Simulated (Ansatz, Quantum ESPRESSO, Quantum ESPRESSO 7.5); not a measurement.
# Evanescent states of KBr, rock salt type, lattice constant set to 6.796 Å

Wanted: the complex band structure of KBr, rock salt type, lattice constant set to 6.796 Å, as for a tunnel barrier.

Calculated with Quantum ESPRESSO 7.5; plane-wave DFT, LDA, PseudoDojo norm-conserving pseudopotentials (cross-check by Ansatz 0.2.0 with PAW datasets).

### Step 1. The starting structure

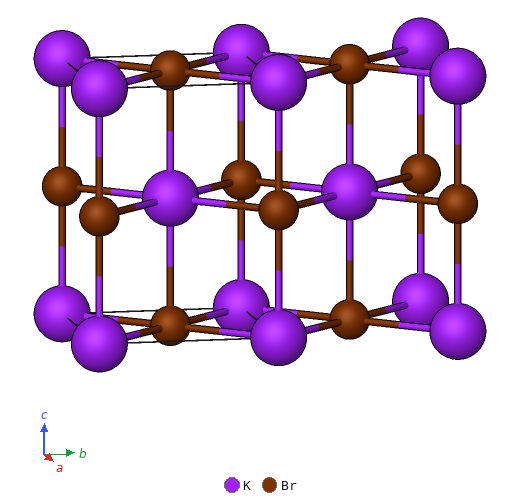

The cell as given, from the side, with the c axis up (potassium purple, bromine brown). 1×2×1 cells are drawn. Some periodic images of atoms are drawn too.

Structure file:

```cif
data_structure
_symmetry_space_group_name_H-M 'Fm-3m'
_symmetry_Int_Tables_number 225
_cell_length_a 6.7960
_cell_length_b 6.7960
_cell_length_c 6.7960
_cell_angle_alpha 90.000
_cell_angle_beta 90.000
_cell_angle_gamma 90.000
_cell_volume 313.88
loop_
_atom_site_label
_atom_site_type_symbol
_atom_site_symmetry_multiplicity
_atom_site_Wyckoff_symbol
_atom_site_fract_x
_atom_site_fract_y
_atom_site_fract_z
_atom_site_occupancy
K1 K 4 a 0.00000 0.00000 0.00000 1
Br1 Br 4 b 0.00000 0.50000 0.00000 1
```

### Step 2. Ground state

pwcond needs a cell whose third axis lies along the current and stands perpendicular to the other two.

scf.in

```
&control
  prefix = 'scf'
  outdir = './out'
  pseudo_dir = './pseudo'
  calculation = 'scf'
  tprnfor = .true.
/
&system
  ibrav = 0
  nat = 4
  ntyp = 2
  ecutwfc = 66
  ecutrho = 264
  occupations = 'fixed'
  nbnd = 20
/
&electrons
  conv_thr = 1e-09
  mixing_beta = 0.6
  electron_maxstep = 120
/
ATOMIC_SPECIES
  K   39.0983  K.dojo-sr-lda-0.4.1-standard.upf
  Br  79.9040  Br.dojo-sr-lda-0.4.1-standard.upf
CELL_PARAMETERS angstrom
  4.80549768494378 0.00000000000000 0.00000000000000
  0.00000000000000 4.80549768494378 0.00000000000000
  0.00000000000000 0.00000000000000 6.79600000000000
ATOMIC_POSITIONS crystal
  K   0.000000000000 0.000000000000 0.000000000000
  Br  0.500000000000 0.500000000000 0.000000000000
  K   0.500000000000 0.500000000000 0.500000000000
  Br  0.000000000000 0.000000000000 0.500000000000
K_POINTS automatic
  6 6 4 0 0 0
```

The run is started by

```
OMP_NUM_THREADS=1 mpirun -n 2 pw.x -nk 2 -in scf.in > scf.out
```

What it wrote:

```text
Program PWSCF v.7.5 starts
[citation notice left out]

     Parallel version (MPI & OpenMP), running on       2 processor cores
     Number of MPI processes:                 2
     Threads/MPI process:                     1

     MPI processes distributed on     1 nodes
[...]
Current dimensions of program PWSCF are:
     Max number of different atomic species (ntypx) = 10
     Max number of k-points (npk) =  40000
     Max angular momentum in pseudopotentials (lmaxx) =  4
     Found identity + ( -0.5000 -0.5000 -0.5000) symmetry
     This is a supercell, fractional translations are disabled
     Message from routine setup:
     using ibrav=0 with symmetry is DISCOURAGED, use correct ibrav instead

     K-points division:     npool     =       2
     Subspace diagonalization in iterative solution of the eigenvalue problem:
     a serial algorithm will be used

     G-vector sticks info
     --------------------
     sticks:   dense  smooth     PW     G-vecs:    dense   smooth      PW
     Sum        1741    1741    497                76751    76751   11691

     Using Slab Decomposition

     bravais-lattice index     =            0
     lattice parameter (alat)  =       9.0811  a.u.
     unit-cell volume          =    1059.0750 (a.u.)^3
     number of atoms/cell      =            4
     number of atomic types    =            2
     number of electrons       =        32.00
     number of Kohn-Sham states=           20
     kinetic-energy cutoff     =      66.0000  Ry
     charge density cutoff     =     264.0000  Ry
     scf convergence threshold =      1.0E-09
     mixing beta               =       0.6000
     number of iterations used =            8  plain     mixing
     Exchange-correlation= SLA  PW   NOGX NOGC
                           (   1   4   0   0   0   0   0)

     celldm(1)=   9.081075  celldm(2)=   0.000000  celldm(3)=   0.000000
     celldm(4)=   0.000000  celldm(5)=   0.000000  celldm(6)=   0.000000

     crystal axes: (cart. coord. in units of alat)
               a(1) = (   1.000000   0.000000   0.000000 )
               a(2) = (   0.000000   1.000000   0.000000 )
               a(3) = (   0.000000   0.000000   1.414214 )

     reciprocal axes: (cart. coord. in units 2 pi/alat)
               b(1) = (  1.000000  0.000000  0.000000 )
               b(2) = (  0.000000  1.000000  0.000000 )
               b(3) = (  0.000000  0.000000  0.707107 )

     PseudoPot. # 1 for K  read from file:
     ./pseudo/K.dojo-sr-lda-0.4.1-standard.upf
     Pseudo is Norm-conserving + core correction, Zval =  9.0
     Generated using ONCVPSP code by D. R. Hamann
     Using radial grid of 2170 points,  6 beta functions with:
                l(1) =   0
                l(2) =   0
                l(3) =   1
                l(4) =   1
                l(5) =   2
                l(6) =   2

     PseudoPot. # 2 for Br read from file:
     ./pseudo/Br.dojo-sr-lda-0.4.1-standard.upf
     Pseudo is Norm-conserving + core correction, Zval =  7.0
     Generated using ONCVPSP code by D. R. Hamann
     Using radial grid of 1084 points,  6 beta functions with:
                l(1) =   0
                l(2) =   0
                l(3) =   1
                l(4) =   1
                l(5) =   2
                l(6) =   2

     atomic species   valence    mass     pseudopotential
     K                 9.00    39.09830     K ( 1.00)
     Br                7.00    79.90400     Br( 1.00)

     16 Sym. Ops., with inversion, found

   Cartesian axes

     site n.     atom                  positions (alat units)
         1        K      tau(   1) = (   0.0000000   0.0000000   0.0000000  )
         2        Br     tau(   2) = (   0.5000000   0.5000000   0.0000000  )
         3        K      tau(   3) = (   0.5000000   0.5000000   0.7071068  )
         4        Br     tau(   4) = (   0.0000000   0.0000000   0.7071068  )

     number of k points=    30
                       cart. coord. in units 2pi/alat
        k(    1) = (   0.0000000   0.0000000   0.0000000), wk =   0.0138889
        k(    2) = (   0.0000000   0.0000000   0.1767767), wk =   0.0277778
        k(    3) = (   0.0000000   0.0000000  -0.3535534), wk =   0.0138889
        k(    4) = (   0.0000000   0.1666667   0.0000000), wk =   0.0555556
        k(    5) = (   0.0000000   0.1666667   0.1767767), wk =   0.1111111
        k(    6) = (   0.0000000   0.1666667  -0.3535534), wk =   0.0555556
        k(    7) = (   0.0000000   0.3333333   0.0000000), wk =   0.0555556
        k(    8) = (   0.0000000   0.3333333   0.1767767), wk =   0.1111111
        k(    9) = (   0.0000000   0.3333333  -0.3535534), wk =   0.0555556
        k(   10) = (   0.0000000  -0.5000000   0.0000000), wk =   0.0277778
[...]
k(   30) = (  -0.5000000  -0.5000000  -0.3535534), wk =   0.0138889

     Dense  grid:    76751 G-vectors     FFT dimensions: (  48,  48,  72)

     Estimated max dynamical RAM per process >     117.41 MB

     Estimated total dynamical RAM >     216.08 MB

     Initial potential from superposition of free atoms

     starting charge      31.9678, renormalised to      32.0000
     Starting wfcs are   18 randomized atomic wfcs +    2 random wfcs

     total cpu time spent up to now is        2.5 secs

     per-process dynamical memory:    95.0 Mb

     Self-consistent Calculation

     iteration #  1     ecut=    66.00 Ry     beta= 0.60
     Davidson diagonalization with overlap
     ethr =  1.00E-02,  avg # of iterations =  5.9

     Threshold (ethr) on eigenvalues was too large:
     Diagonalizing with lowered threshold

     Davidson diagonalization with overlap
     ethr =  3.03E-04,  avg # of iterations =  3.8

     total cpu time spent up to now is       10.8 secs

     total energy              =    -183.28660752 Ry
     estimated scf accuracy    <       0.09258372 Ry

     iteration #  2     ecut=    66.00 Ry     beta= 0.60
[...]
total energy              =    -183.31183402 Ry
     estimated scf accuracy    <       0.01021076 Ry

     iteration #  3     ecut=    66.00 Ry     beta= 0.60
[...]
total energy              =    -183.31421966 Ry
     estimated scf accuracy    <       0.00065324 Ry

     iteration #  4     ecut=    66.00 Ry     beta= 0.60
[...]
c_bands:  1 eigenvalues not converged
[...]
total energy              =    -183.31440458 Ry
     estimated scf accuracy    <       0.00002174 Ry

     iteration #  5     ecut=    66.00 Ry     beta= 0.60
[...]
total energy              =    -183.31441244 Ry
     estimated scf accuracy    <       0.00000104 Ry

     iteration #  6     ecut=    66.00 Ry     beta= 0.60
[...]
total energy              =    -183.31441282 Ry
     estimated scf accuracy    <       0.00000020 Ry

     iteration #  7     ecut=    66.00 Ry     beta= 0.60
[...]
total energy              =    -183.31441282 Ry
     estimated scf accuracy    <       0.00000004 Ry

     iteration #  8     ecut=    66.00 Ry     beta= 0.60
[...]
End of self-consistent calculation

          k = 0.0000 0.0000 0.0000 (  9613 PWs)   bands (ev):

   -27.3773 -27.3723 -11.9989 -11.9222 -11.1098 -11.0687 -11.0687 -11.0414
   -11.0414 -11.0414  -0.4888   0.0052   0.0052   0.2713   0.2713   0.2714
     4.0935   5.9249   6.8204   7.6027

          k = 0.0000 0.0000 0.1768 (  9629 PWs)   bands (ev):

   -27.3765 -27.3730 -12.0224 -11.9728 -11.0646 -11.0646 -11.0478 -11.0453
   -11.0453 -11.0043  -0.4965   0.0022   0.0366   0.0366   0.2237   0.2237
     4.5631   6.0906   6.4354   7.2151

          k = 0.0000 0.0000-0.3536 (  9602 PWs)   bands (ev):

   -27.3748 -27.3748 -12.0311 -12.0311 -11.0549 -11.0549 -11.0549 -11.0549
   -10.9799 -10.9799  -0.3719  -0.3719   0.1222   0.1222   0.1222   0.1222
     5.5139   5.5139   6.5621   6.5622

          k = 0.0000 0.1667 0.0000 (  9619 PWs)   bands (ev):

   -27.3766 -27.3723 -12.0236 -11.9600 -11.1043 -11.0647 -11.0450 -11.0410
   -11.0277 -11.0069  -0.4375  -0.1623  -0.0112   0.0313   0.2155   0.2253
     4.5266   6.2368   7.2457   7.4109

          k = 0.0000 0.1667 0.1768 (  9593 PWs)   bands (ev):

   -27.3760 -27.3729 -12.0469 -12.0055 -11.0734 -11.0612 -11.0445 -11.0427
   -10.9981 -10.9757  -0.5031  -0.1722  -0.0830   0.0152   0.1663   0.1747
     4.9319   6.3531   6.8063   7.3442

          k = 0.0000 0.1667-0.3536 (  9594 PWs)   bands (ev):

   -27.3744 -27.3744 -12.0577 -12.0577 -11.0528 -11.0528 -11.0516 -11.0516
   -10.9492 -10.9492  -0.4579  -0.4579   0.0458   0.0458   0.0878   0.0878
     5.7921   5.7921   6.8485   6.8485

[...]
highest occupied, lowest unoccupied level (ev):     0.2714    4.0935

!    total energy              =    -183.31441283 Ry
     estimated scf accuracy    <          3.8E-10 Ry

     The total energy is the sum of the following terms:
     one-electron contribution =     -63.80034469 Ry
     hartree contribution      =      40.26687822 Ry
     xc contribution           =     -45.57671560 Ry
     ewald contribution        =    -114.20423076 Ry

     convergence has been achieved in   8 iterations

     Forces acting on atoms (cartesian axes, Ry/au):

     atom    1 type  1   force =     0.00000000    0.00000000    0.00000000
     atom    2 type  2   force =     0.00000000    0.00000000    0.00000000
     atom    3 type  1   force =     0.00000000    0.00000000    0.00000000
     atom    4 type  2   force =     0.00000000    0.00000000    0.00000000

     Total force =     0.000000     Total SCF correction =     0.000000

[...]
=------------------------------------------------------------------------------=
   JOB DONE.
=------------------------------------------------------------------------------=
```

It took 43 s on 2 MPI ranks of Intel Xeon Platinum 8488C (Sapphire Rapids), shared host; peak memory 0.32 GiB.

Read from the output:

* free energy: -2494.1196 eV
* valence top, on the run's zero: 0.2714 eV
* conduction bottom, on the run's zero: 4.093 eV
* gap by band count: 3.822 eV

The program's own clock; routines nest. Time by routine:

```tsv
routine	wall time (s)	calls
PWSCF	42.09	1
electrons	38.86	1
c_bands	33.89	9
cegterg	23.35	135
h_psi	20.24	781
vloc_psi	16.01	781
fftw	14.84	17954
sum_band	4.71	9
init_run	2.48	1
calbec	2.35	841
h_psi:calbec	2.12	781
add_vuspsi	1.8	781
wfcinit	1.69	1
init_us_2	1.59	300
```

The run needed 8 iterations to bring the estimated error under 1e-09 Ry.

[end of part 1 of 4]

[Logs are printed without paths, hosts, clocks, repeated set-up lines and the standing remarks that a program may print on its own settings, such as how far it seeks lower states.]

[Hosts, paths, dates, database ids (printed as entryN), source tags and the programs' standing remarks are cut or masked in the printed files.]

[Maps of the electrostatic potential energy from Ansatz leave out the sawtooth potential of an applied field or a dipole correction, so their vacuum need not be flat; planar profiles and work functions include it.]
